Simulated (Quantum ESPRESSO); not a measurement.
# LiH (Fm-3m): zone-centre phonons

Aim: the zone-centre modes of LiH (Fm-3m).

Method: DFT LDA, scalar-relativistic, plane waves, PseudoDojo norm-conserving pseudopotentials, in Quantum ESPRESSO 7.5.

The database entry behind the starting cell differs from later determinations by our own check (the deuteride, about 0.2 % short), so it need not match the best structure at ambient conditions.

## (1) Set-up

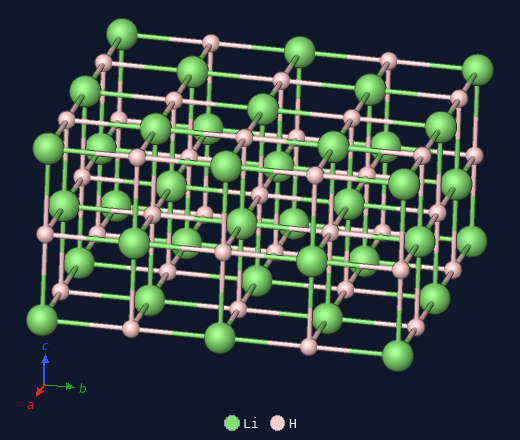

The starting structure, seen slightly off an axis (lithium green, hydrogen pink). 2×2×1 cells are drawn. This picture shows the conventional cell, with its axes. Some periodic images of atoms are drawn too.

As a file:

```cif
data_structure
_symmetry_space_group_name_H-M 'P 1'
_symmetry_Int_Tables_number 1
_cell_length_a 2.8804
_cell_length_b 2.8804
_cell_length_c 2.8804
_cell_angle_alpha 60.000
_cell_angle_beta 60.000
_cell_angle_gamma 60.000
_cell_volume 16.90
loop_
_atom_site_label
_atom_site_type_symbol
_atom_site_fract_x
_atom_site_fract_y
_atom_site_fract_z
_atom_site_occupancy
Li1 Li 0.00000 0.00000 0.00000 1
H2 H 0.50000 0.50000 0.50000 1
```

## (2) A first look

A cheap run with smearing and empty bands tells whether the crystal has a gap, which decides between fixed occupations and smearing later on.

probe.in

```
&control
   calculation = 'scf'
   prefix = 'x'
   outdir = './tmp'
   pseudo_dir = './pseudo'
   tprnfor = .true.
   tstress = .true.
   verbosity = 'high'
/
&system
   ibrav = 2
   celldm(1) = 7.69779937
   nat = 2
   ntyp = 2
   ecutwfc = 81.0
   occupations = 'smearing'
   smearing = 'gaussian'
   degauss = 0.01
/
&electrons
   conv_thr = 1.0d-07
   mixing_beta = 0.7
   electron_maxstep = 100
/
ATOMIC_SPECIES
 Li      6.9400  Li.upf
 H       1.0080  H.upf
ATOMIC_POSITIONS crystal
 Li     0.000000000   0.000000000   0.000000000
 H      0.500000000   0.500000000   0.500000000
K_POINTS automatic
 8 8 8 0 0 0
```

Launch:

```
$ OMP_NUM_THREADS=1 mpirun -n 4 pw.x -nk 4 -in probe.in > probe.out
```

Output:

```text
[banners, grids, parts of the stress and lines that vanish by symmetry left out]
Program PWSCF v.7.5
     bravais-lattice index     =            2
     lattice parameter (alat)  =       7.6978  a.u.
[...]
kinetic-energy cutoff     =      81.0000  Ry
     charge density cutoff     =     324.0000  Ry
     scf convergence threshold =      1.0E-07
[...]
Exchange-correlation= SLA  PW   NOGX NOGC
                           (   1   4   0   0   0   0   0)
[...]
48 Sym. Ops., with inversion, found
[...]
(     0          1          0      )
                  (     0          0          1      )
[...]
(  0.0000000  1.0000000  0.0000000 )
                  (  0.0000000  0.0000000  1.0000000 )
[...]
(     1          0         -1      )
                  (     0          0         -1      )
[...]
(  0.0000000 -1.0000000  0.0000000 )
[...]
(     0          1         -1      )
                  (     0          1          0      )
[...]
( -1.0000000  0.0000000  0.0000000 )
                  (  0.0000000  1.0000000  0.0000000 )
[...]
number of k points=    29  Gaussian smearing, width (Ry)=  0.0100
[...]
End of self-consistent calculation
[...]
the Fermi energy is     1.4755 ev
!    total energy              =     -15.44807269 Ry
[...]
convergence has been achieved in   4 iterations
[...]
atom    1 type  1   force =     0.00000000    0.00000000    0.00000000
     atom    2 type  2   force =    -0.00000000   -0.00000000   -0.00000000
[...]
Total force =     0.000000     Total SCF correction =     0.000000
[...]
total   stress  (Ry/bohr**3)                   (kbar)     P=      -40.65
[...]
XML data file, charge density, pseudopotentials, collected wavefunctions

   JOB DONE.
```

Elapsed: 1 s, on 4 MPI ranks of Arm Neoverse V2, shared host; 3.8 s of CPU time.

This step gave:

* volume per atom: 8.449 Å³
* pressure: -4.065 GPa
* gap on the k-mesh: 2.660 eV

A gap of 2.7 eV opens on this mesh, so the crystal is taken as an insulator; the start stands at -4.1 GPa.

## (3) Relaxing the cell and atoms

The relaxation runs at a cutoff a fifth above that of the response, since stress converges more slowly with the basis than frequencies do. Forces and stress are brought to rest with tight thresholds.

relax.in

```
&control
   calculation = 'vc-relax'
   prefix = 'x'
   outdir = './tmp'
   pseudo_dir = './pseudo'
   tprnfor = .true.
   tstress = .true.
   forc_conv_thr = 2.0d-05
   etot_conv_thr = 1.0d-07
   nstep = 40
/
&system
   ibrav = 2
   celldm(1) = 7.69779937
   nat = 2
   ntyp = 2
   ecutwfc = 97
   occupations = 'fixed'
   nbnd = 4
/
&electrons
   conv_thr = 1.0d-11
   mixing_beta = 0.7
   electron_maxstep = 100
/
&ions
/
&cell
   press_conv_thr = 0.2
/
ATOMIC_SPECIES
 Li      6.9400  Li.upf
 H       1.0080  H.upf
ATOMIC_POSITIONS crystal
 Li     0.000000000   0.000000000   0.000000000
 H      0.500000000   0.500000000   0.500000000
K_POINTS automatic
 10 10 10 0 0 0
```

Launch:

```
$ OMP_NUM_THREADS=1 mpirun -n 4 pw.x -nk 4 -in relax.in > relax.out
```

Output:

```text
[banners, grids, parts of the stress and lines that vanish by symmetry left out]
[banner, memory and clock lines left out]
Program PWSCF v.7.5

[...]
kinetic-energy cutoff     =      97.0000  Ry
     charge density cutoff     =     388.0000  Ry
     scf convergence threshold =      1.0E-11
[...]
energy convergence thresh.=      1.0E-07
     force convergence thresh. =      2.0E-05
     press convergence thresh. =      2.0E-01
     Exchange-correlation= SLA  PW   NOGX NOGC
                           (   1   4   0   0   0   0   0)
[...]
48 Sym. Ops., with inversion, found
[...]
number of k points=    47
[...]
End of self-consistent calculation
[...]
highest occupied, lowest unoccupied level (ev):     0.3798    3.0395
!    total energy              =     -15.44808858 Ry
[...]
convergence has been achieved in   7 iterations
[...]
atom    1 type  1   force =     0.00000000    0.00000000    0.00000000
     atom    2 type  2   force =     0.00000000    0.00000000   -0.00000000
     Total force =     0.000000     Total SCF correction =     0.000000
[...]
total   stress  (Ry/bohr**3)                   (kbar)     P=      -40.76
[...]
number of bfgs steps    =   0
[...]
CELL_PARAMETERS (alat=  7.69779937)
[...]
ATOMIC_POSITIONS (crystal)
Li               0.0000000000        0.0000000000        0.0000000000
H                0.5000000000        0.5000000000        0.5000000000
[...]
New effective cutoffs (rho, wfc):  391.82   98.33
[...]
End of self-consistent calculation
[...]
highest occupied, lowest unoccupied level (ev):     0.4855    3.1277
!    total energy              =     -15.44869588 Ry
[...]
convergence has been achieved in   4 iterations
[...]
atom    1 type  1   force =    -0.00000000    0.00000000   -0.00000000
     atom    2 type  2   force =    -0.00000000   -0.00000000    0.00000000
     Total force =     0.000000     Total SCF correction =     0.000000
[...]
total   stress  (Ry/bohr**3)                   (kbar)     P=      -35.08
[...]
number of bfgs steps    =   1
[...]
WARNING: bfgs curvature condition failed, Theta= 0.942
[...]
CELL_PARAMETERS (alat=  7.69779937)
[...]
ATOMIC_POSITIONS (crystal)
Li              -0.0000000000       -0.0000000000        0.0000000000
H                0.5000000000        0.5000000000        0.5000000000
[...]
New effective cutoffs (rho, wfc):  400.15  100.42
[...]
End of self-consistent calculation
[...]
highest occupied, lowest unoccupied level (ev):     0.6500    3.2642
!    total energy              =     -15.44941422 Ry
[...]
convergence has been achieved in   5 iterations
[...]
atom    1 type  1   force =    -0.00000000   -0.00000000   -0.00000000
     atom    2 type  2   force =     0.00000000    0.00000000    0.00000000
     Total force =     0.000000     Total SCF correction =     0.000000
[...]
total   stress  (Ry/bohr**3)                   (kbar)     P=      -25.62
[...]
number of bfgs steps    =   2
[...]
CELL_PARAMETERS (alat=  7.69779937)
[...]
ATOMIC_POSITIONS (crystal)
[...]
New effective cutoffs (rho, wfc):  413.15  103.68
[...]
End of self-consistent calculation
[...]
Total force =     0.000000     Total SCF correction =     0.000000
[...]
total   stress  (Ry/bohr**3)                   (kbar)     P=       -9.03
[...]
number of bfgs steps    =   3
[...]
CELL_PARAMETERS (alat=  7.69779937)
[...]
ATOMIC_POSITIONS (crystal)
[...]
New effective cutoffs (rho, wfc):  420.15  105.44
[...]
End of self-consistent calculation
[...]
highest occupied, lowest unoccupied level (ev):     1.0527    3.5947
!    total energy              =     -15.45009434 Ry
[...]
convergence has been achieved in   5 iterations
[...]
atom    1 type  1   force =     0.00000000    0.00000000   -0.00000000
     atom    2 type  2   force =    -0.00000000   -0.00000000   -0.00000000
     Total force =     0.000000     Total SCF correction =     0.000000
[...]
total   stress  (Ry/bohr**3)                   (kbar)     P=        0.84
[...]
number of bfgs steps    =   4
[...]
CELL_PARAMETERS (alat=  7.69779937)
[...]
ATOMIC_POSITIONS (crystal)
[...]
New effective cutoffs (rho, wfc):  419.56  105.29
[...]
End of self-consistent calculation
[...]
highest occupied, lowest unoccupied level (ev):     1.0407    3.5849
!    total energy              =     -15.45009493 Ry
[...]
convergence has been achieved in   4 iterations
[...]
atom    1 type  1   force =    -0.00000000   -0.00000000    0.00000000
     atom    2 type  2   force =    -0.00000000   -0.00000000    0.00000000
     Total force =     0.000000     Total SCF correction =     0.000000
[...]
total   stress  (Ry/bohr**3)                   (kbar)     P=       -0.02
[...]
number of bfgs steps    =   5
[...]
small trust_radius: resetting bfgs history
[...]
CELL_PARAMETERS (alat=  7.69779937)
[...]
ATOMIC_POSITIONS (crystal)
[...]
New effective cutoffs (rho, wfc):  419.56  105.29
[...]
End of self-consistent calculation
[...]
highest occupied, lowest unoccupied level (ev):     1.0407    3.5849
!    total energy              =     -15.45009493 Ry
[...]
convergence has been achieved in   2 iterations
[...]
atom    1 type  1   force =    -0.00000000   -0.00000000    0.00000000
     atom    2 type  2   force =     0.00000000    0.00000000    0.00000000
     Total force =     0.000000     Total SCF correction =     0.000000
[...]
total   stress  (Ry/bohr**3)                   (kbar)     P=       -0.02
[...]
bfgs converged in   7 scf cycles and   6 bfgs steps
[...]
End of BFGS Geometry Optimization
     Final enthalpy           =     -15.4500949253 Ry
     File ./tmp/x.bfgs deleted, as requested
[...]
CELL_PARAMETERS (alat=  7.69779937)
[...]
ATOMIC_POSITIONS (crystal)
Li              -0.0000000000        0.0000000000        0.0000000000
H                0.5000000000        0.5000000000        0.5000000000
[...]
Final scf calculation at the relaxed structure.
[...]
kinetic-energy cutoff     =      97.0000  Ry
     charge density cutoff     =     388.0000  Ry
     scf convergence threshold =      1.0E-13
[...]
press convergence thresh. =      2.0E-01
     Exchange-correlation= SLA  PW   NOGX NOGC
                           (   1   4   0   0   0   0   0)
[...]
48 Sym. Ops., with inversion, found
[...]
number of k points=    47
[...]
End of self-consistent calculation
[...]
highest occupied, lowest unoccupied level (ev):     1.0407    3.5849
!    total energy              =     -15.45009154 Ry
[...]
convergence has been achieved in   8 iterations
[...]
atom    1 type  1   force =     0.00000000    0.00000000    0.00000000
     atom    2 type  2   force =     0.00000000    0.00000000    0.00000000
     Total force =     0.000000     Total SCF correction =     0.000000
[...]
total   stress  (Ry/bohr**3)                   (kbar)     P=       -0.01
[...]
XML data file, charge density, pseudopotentials, collected wavefunctions
```

It took 7.1 s on 4 MPI ranks; 28 s of CPU time.

Step by step:

```
step  energy less that of the first step (eV)  largest force (eV/Å)  pressure (GPa)  volume (Å³)
   1                                   0.0000                0.0000           -4.08        16.90
   2                                  -0.0083                0.0000           -3.51        16.55
   3                                  -0.0180                0.0000           -2.56        16.04
   4                                  -0.0263                0.0000           -0.90        15.28
   5                                  -0.0273                0.0000            0.08        14.90
   6                                  -0.0273                0.0000            0.00        14.94
   7                                  -0.0273                0.0000            0.00        14.94
   8                                  -0.0273                0.0000            0.00        14.94
```

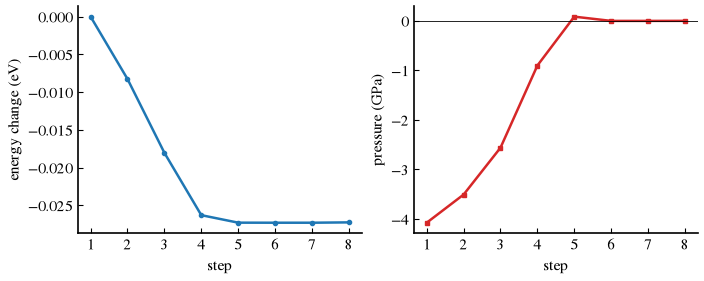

Energy and pressure along the relaxation.

```
conventional cell, symmetrised  before  after   change
                         a (Å)   4.074  3.909   -4.0 %
                         b (Å)   4.074  3.909   -4.0 %
                         c (Å)   4.074  3.909   -4.0 %
              volume (Å³/atom)    8.45   7.47  -11.6 %
```

Final coordinates:

```
CELL_PARAMETERS angstrom
-1.95464 0.00000 1.95464
0.00000 1.95464 1.95464
-1.95464 1.95464 0.00000
ATOMIC_POSITIONS crystal
Li 0.00000 0.00000 0.00000
H 0.50000 0.50000 0.50000
```

The last row of the table of steps is pw.x's closing run on a basis chosen anew for the final cell, so its energy can jump.

Read from the output:

```
volume per atom   : 7.468 Å³
pressure          : -0.001 GPa
gap on the k-mesh : 2.544 eV
```

The volume changes by -11.6 % from the cell with which this run began.

## (4) Self-consistent run for the response

The response is built on this ground state, so it is converged far tighter than an energy would need. With a gap, occupations are fixed, which also allows the response to an electric field.

scf.in

```
&control
   calculation = 'scf'
   prefix = 'x'
   outdir = './tmp'
   pseudo_dir = './pseudo'
   tprnfor = .true.
   tstress = .true.
/
&system
   ibrav = 2
   celldm(1) = 7.38748336
   nat = 2
   ntyp = 2
   ecutwfc = 81.0
   occupations = 'fixed'
   nbnd = 4
/
&electrons
   conv_thr = 1.0d-12
   mixing_beta = 0.7
   electron_maxstep = 100
/
ATOMIC_SPECIES
 Li      6.9400  Li.upf
 H       1.0080  H.upf
ATOMIC_POSITIONS crystal
 Li     0.000000000   0.000000000   0.000000000
 H      0.500000000   0.500000000   0.500000000
K_POINTS automatic
 12 12 12 0 0 0
```

Launch:

```
$ OMP_NUM_THREADS=1 mpirun -n 4 pw.x -nk 4 -in scf.in > scf.out
```

Output:

```text
[banners, grids, parts of the stress and lines that vanish by symmetry left out]
[banner, memory and clock lines left out]
Program PWSCF v.7.5

[...]
kinetic-energy cutoff     =      81.0000  Ry
     charge density cutoff     =     324.0000  Ry
     scf convergence threshold =      1.0E-12
[...]
Exchange-correlation= SLA  PW   NOGX NOGC
                           (   1   4   0   0   0   0   0)
[...]
48 Sym. Ops., with inversion, found
[...]
number of k points=    72
[...]
End of self-consistent calculation
[...]
highest occupied, lowest unoccupied level (ev):     1.0406    3.5849
!    total energy              =     -15.45008735 Ry
[...]
convergence has been achieved in   8 iterations
[...]
atom    1 type  1   force =     0.00000000    0.00000000    0.00000000
     atom    2 type  2   force =    -0.00000000   -0.00000000   -0.00000000
     Total force =     0.000000     Total SCF correction =     0.000000
[...]
total   stress  (Ry/bohr**3)                   (kbar)     P=       -0.03
[...]
XML data file, charge density, pseudopotentials, collected wavefunctions
```

Wall time 1.7 s (4 MPI ranks).

Numbers from this step:

* pressure: -0.003000 GPa

The cell stands at -0.0030 GPa, close enough for phonons.

(Part 1 of 4 ends here.)

[Host names and launcher messages were left out of these logs when they were recorded.]

[Logs are printed without paths, hosts, clocks, repeated set-up lines and the standing remarks that a program may print on its own settings, such as how far it seeks lower states.]

[Hosts, paths, dates, database ids (printed as entryN), source tags and the programs' standing remarks are cut or masked in the printed files.]
